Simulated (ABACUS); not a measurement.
## SnO: single-point calculation at one volume of an equation of state (part 1 of 2)

The run: single-point calculation at one volume of an equation of state of SnO (P4/nmm, 4 atoms in the cell). Method and program: Kohn-Sham DFT of a periodic cell, r2SCAN, SG15 ONCV 1.2 PBE, no spin polarisation (ABACUS 3.10.1).

The structure derives from a Materials Project entry. It belongs to a series of runs on one base structure; here: volume scaled by 1.02.

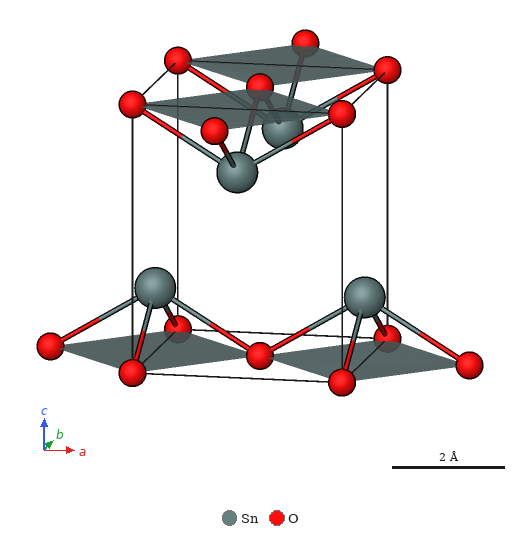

**Figure 1.** The structure as given in the input (polyhedral view of the cell of the calculation, seen slightly off an axis; polyhedra are completed across the faces of the cell). An atom can appear more than once, as a periodic image.

### The input
```
INPUT_PARAMETERS
suffix              SnO
calculation         scf
basis_type          pw
pseudo_dir          ./
latname             st
symmetry            1
dft_functional      MGGA_X_R2SCAN+MGGA_C_R2SCAN
ecutwfc             97
pseudo_rcut         7
nspin               1
nbands              24
ks_solver           dav
smearing_method     fd
smearing_sigma      0.00367493
scf_thr             1e-08
scf_nmax            100
mixing_type         broyden
mixing_beta         0.7
cal_force           1
cal_stress          1
mixing_tau          1
kpar                4
```

### File STRU
```
ATOMIC_SPECIES
Sn 118.7100 Sn_ONCV_PBE-1.2.upf
O 15.9990 O_ONCV_PBE-1.2.upf

LATTICE_CONSTANT
7.2545682934

LATTICE_PARAMETERS
1.2814116016

ATOMIC_POSITIONS
Direct

Sn
0.0
2
0.5000000000 0.0000000000 0.7646261400 1 1 1
0.0000000000 0.5000000000 0.2353738600 1 1 1

O
0.0
2
0.0000000000 0.0000000000 0.0000000000 1 1 1
0.5000000000 0.5000000000 0.0000000000 1 1 1
```

### File KPT
```
K_POINTS
0
Gamma
4 4 4 0 0 0
```

Run as:
```bash
OMP_NUM_THREADS=1 mpirun -np 4 abacus > log
```

### Log
```
ABACUS v3.10.1

               Atomic-orbital Based Ab-initio Computation at UStc

 ------------------------------------------------------------------------------------

 READING GENERAL INFORMATION
                           global_out_dir = OUT.SnO/
                           global_in_card = INPUT
                               pseudo_dir = ./
                              orbital_dir =
                                    DSIZE = 4
                                    GSIZE = 1

 READING UNITCELL INFORMATION
                                    ntype = 2
                  lattice constant (Bohr) = 7.25457
              lattice constant (Angstrom) = 3.83895

 READING ATOM TYPE 1
                               atom label = Sn
                      L=0, number of zeta = 1
                      L=1, number of zeta = 1
                      L=2, number of zeta = 1
             number of atom for this type = 2

 READING ATOM TYPE 2
                               atom label = O
                      L=0, number of zeta = 1
                      L=1, number of zeta = 1
                      L=2, number of zeta = 1
             number of atom for this type = 2

                        TOTAL ATOM NUMBER = 4
DIRECT COORDINATES
    atom                   x                   y                   z     mag                  vx                  vy                  vz
taud_Sn1            0.5000000000        0.0000000000        0.7646261400  0.0000        0.0000000000        0.0000000000        0.0000000000
taud_Sn2            0.0000000000        0.5000000000        0.2353738600  0.0000        0.0000000000        0.0000000000        0.0000000000
taud_O1            0.0000000000        0.0000000000        0.0000000000  0.0000        0.0000000000        0.0000000000        0.0000000000
taud_O2            0.5000000000        0.5000000000        0.0000000000  0.0000        0.0000000000        0.0000000000        0.0000000000

                          Volume (Bohr^3) = 489.242
                             Volume (A^3) = 72.498

 Lattice vectors: (Cartesian coordinate: in unit of a_0)
                   +1                  +0                  +0
                   +0                  +1                  +0
                   +0                  +0            +1.28141
 Reciprocal vectors: (Cartesian coordinate: in unit of 2 pi/a_0)
                   +1                  -0                  +0
                   -0                  +1                  -0
                   +0                  -0           +0.780389
 The esolver type has been set to : ksdft_pw

                PAO radial cut off (Bohr) = 7

 Read in pseudopotential file is Sn_ONCV_PBE-1.2.upf
                     pseudopotential type = NC
          exchange-correlation functional = PBE
                 nonlocal core correction = 0
                        valence electrons = 14
                                     lmax = 2
                           number of zeta = 0
                     number of projectors = 6
                           L of projector = 0
                           L of projector = 0
                           L of projector = 1
                           L of projector = 1
                           L of projector = 2
                           L of projector = 2
 XC functional updated to : MGGA_X_R2SCAN+MGGA_C_R2SCAN
          exchange-correlation functional = MGGA_X_R2SCAN+MGGA_C_R2SCAN
                PAO radial cut off (Bohr) = 7

 Read in pseudopotential file is O_ONCV_PBE-1.2.upf
                     pseudopotential type = NC
          exchange-correlation functional = PBE
                 nonlocal core correction = 0
                        valence electrons = 6
                                     lmax = 1
                           number of zeta = 0
                     number of projectors = 4
                           L of projector = 0
                           L of projector = 0
                           L of projector = 1
                           L of projector = 1
 XC functional updated to : MGGA_X_R2SCAN+MGGA_C_R2SCAN
          exchange-correlation functional = MGGA_X_R2SCAN+MGGA_C_R2SCAN
     initial pseudo atomic orbital number = 0

 SETUP THE ELECTRONS NUMBER
            electron number of element Sn = 14
      total electron number of element Sn = 28
             electron number of element O = 6
       total electron number of element O = 12
            AUTOSET number of electrons:  = 40
                           occupied bands = 20
                                   NBANDS = 24
                                   NLOCAL = 36

%%%%%%%%%%%%%%%%%%%%%%%%%%%%%%%%%%%%%%%%%%%%%%%%%%%%%%%%%%%%%%%%%%%%%%%%%%%%%%%%%%%%%%%%%%%%%%%%%%%%%%%%%%
 Warning: the number of valence electrons in pseudopotential > 4 for Sn: [Kr] 4d10 5s2 5p2
 Pseudopotentials with additional electrons can yield (more) accurate outcomes, but may be less efficient.
 If you're confident that your chosen pseudopotential is appropriate, you can safely ignore this warning.
%%%%%%%%%%%%%%%%%%%%%%%%%%%%%%%%%%%%%%%%%%%%%%%%%%%%%%%%%%%%%%%%%%%%%%%%%%%%%%%%%%%%%%%%%%%%%%%%%%%%%%%%%%

 SETUP THE PLANE WAVE BASIS
 energy cutoff for charge/potential (unit:Ry) = 388
            fft grid for charge/potential = [ 45, 45, 60 ]
                        fft grid division = [ 1, 1, 1 ]
        big fft grid for charge/potential = [ 45, 45, 60 ]
                                     nbxx = 121500
                                     nrxx = 121500

 SETUP PLANE WAVES FOR CHARGE/POTENTIAL
                    number of plane waves = 63123
                         number of sticks = 1617

 PARALLEL PW FOR CHARGE/POTENTIAL
     PROC   COLUMNS(POT)             PW
        1           1617          63123
 --------------- sum -------------------
        1           1617          63123
                            number of |g| = 3769
                                  max |g| = 517.175
                                  min |g| = 0

----------- Double Check Mixing Parameters Begin ------------
mixing_type: broyden
mixing_beta: 0.7
mixing_gg0: 1
mixing_gg0_min: 0.1
mixing_ndim: 8
----------- Double Check Mixing Parameters End ------------

 LATTICE VECTORS: (CARTESIAN COORDINATE: IN UNIT OF A0)
                   +1                  +0                  +0
                   +0                  +1                  +0
                   +0                  +0            +1.28141
                       right hand lattice = 1
                                   NORM_A = 1
                                   NORM_B = 1
                                   NORM_C = 1.28141
                           ALPHA (DEGREE) = 90
                           BETA  (DEGREE) = 90
                           GAMMA (DEGREE) = 90

 The lattice vectors have been changed (STRU_SIMPLE.cif)

(for optimal symmetric configuration:)
                             BRAVAIS TYPE = 5
                     BRAVAIS LATTICE NAME = 05. Tetrogonal P (simple)
                                    ibrav = 5
                                    IBRAV = 5
                                  BRAVAIS = SIMPLE TETROGONAL CELL
                       LATTICE CONSTANT A = 1
                                C/A RATIO = 1.28141
Original cell was already a primitive cell.
                        ROTATION MATRICES = 16
              PURE POINT GROUP OPERATIONS = 8
                   SPACE GROUP OPERATIONS = 16
                                       C2 = 3
                                       C3 = 0
                                       C4 = 0
                                       C6 = 0
                                       S1 = 2
                                       S3 = 0
                                       S4 = 2
                                       S6 = 0
                              POINT GROUP = D_2d
               POINT GROUP IN SPACE GROUP = D_4h

 SETUP K-POINTS
                                    nspin = 1
                   Input type of k points = Monkhorst-Pack(Gamma)
                                   nkstot = 64
                       right hand lattice = 1
(for reciprocal lattice: )
                             BRAVAIS TYPE = 5
                     BRAVAIS LATTICE NAME = 05. Tetrogonal P (simple)
                                    ibrav = 5
                       right hand lattice = 1
(for k-lattice: )
                             BRAVAIS TYPE = 5
                     BRAVAIS LATTICE NAME = 05. Tetrogonal P (simple)
                                    ibrav = 5
                       right hand lattice = 1
                        ROTATION MATRICES = 16
                               nkstot_ibz = 18
K-POINTS REDUCTION ACCORDING TO SYMMETRY
     IBZ    DIRECT_X    DIRECT_Y    DIRECT_Z  WEIGHT  ibz2bz
       1  0.00000000  0.00000000  0.00000000  0.0156       0
       2  0.25000000  0.00000000  0.00000000  0.0625       1
       3  0.50000000  0.00000000  0.00000000  0.0312       2
       4  0.25000000  0.25000000  0.00000000  0.0625       5
       5  0.50000000  0.25000000  0.00000000  0.0625       6
       6  0.50000000  0.50000000  0.00000000  0.0156      10
       7  0.00000000  0.00000000  0.25000000  0.0312      16
       8  0.25000000  0.00000000  0.25000000  0.1250      17
       9  0.50000000  0.00000000  0.25000000  0.0625      18
      10  0.25000000  0.25000000  0.25000000  0.1250      21
      11  0.50000000  0.25000000  0.25000000  0.1250      22
      12  0.50000000  0.50000000  0.25000000  0.0312      26
      13  0.00000000  0.00000000  0.50000000  0.0156      32
      14  0.25000000  0.00000000  0.50000000  0.0625      33
      15  0.50000000  0.00000000  0.50000000  0.0312      34
      16  0.25000000  0.25000000  0.50000000  0.0625      37
      17  0.50000000  0.25000000  0.50000000  0.0625      38
      18  0.50000000  0.50000000  0.50000000  0.0156      42

                               nkstot now = 18
[... K-POINTS DIRECT COORDINATES: 18 rows ...]

           k-point number in this process = 5
       minimum distributed K point number = 4
[... stars of the k points ...]

[... K-POINTS CARTESIAN COORDINATES: 5 rows ...]

[... K-POINTS DIRECT COORDINATES: 5 rows ...]

 SETUP PLANE WAVES FOR WAVE FUNCTIONS
     energy cutoff for wavefunc (unit:Ry) = 97
              fft grid for wave functions = [ 45, 45, 60 ]
                    number of plane waves = 9091
                         number of sticks = 437

 PARALLEL PW FOR WAVE FUNCTIONS
     PROC   COLUMNS(POT)             PW
        1            437           9091
 --------------- sum -------------------
        1            437           9091

 SETUP NONLOCAL PSEUDOPOTENTIALS IN PLANE WAVE BASIS
 Sn non-local projectors:
 projector 1 L=0
 projector 2 L=0
 projector 3 L=1
 projector 4 L=1
 projector 5 L=2
 projector 6 L=2
 O non-local projectors:
 projector 1 L=0
 projector 2 L=0
 projector 3 L=1
 projector 4 L=1
      TOTAL NUMBER OF NONLOCAL PROJECTORS = 52

 Init Non-Local PseudoPotential table :
 Init Non-Local-Pseudopotential done.

                                     npwx = 7913

 -------------------------------------------
 SELF-CONSISTENT
 -------------------------------------------
                                 init_chg = atomic

 PW ALGORITHM --------------- ION=   1  ELEC=   1--------------------------------

 Density error is 0.982455810731
                          Error Threshold = 0.01
----------------------------------------------------------
     Energy           Rydberg                 eV
----------------------------------------------------------
 E_KohnSham     -303.3331405931      -4127.0591043019
 E_Harris       -296.3436507557      -4031.9622163997
 E_Fermi        0.7290991997         9.9199035237
----------------------------------------------------------

 PW ALGORITHM --------------- ION=   1  ELEC=   2--------------------------------

 Density error is 1.03322421177
                          Error Threshold = 0.00245613952683
----------------------------------------------------------
     Energy           Rydberg                 eV
----------------------------------------------------------
 E_KohnSham     -303.5702849391      -4130.2856186560
 E_Harris       -309.9009149148      -4216.4182582548
 E_Fermi        0.8041460391         10.9409681564
----------------------------------------------------------

 PW ALGORITHM --------------- ION=   1  ELEC=   3--------------------------------

 Density error is 0.0242814519673
                          Error Threshold = 0.00245613952683
----------------------------------------------------------
     Energy           Rydberg                 eV
----------------------------------------------------------
 E_KohnSham     -303.8172490256      -4133.6457374338
 E_Harris       -302.2964123057      -4112.9536923147
 E_Fermi        0.7787849371         10.5959126612
```
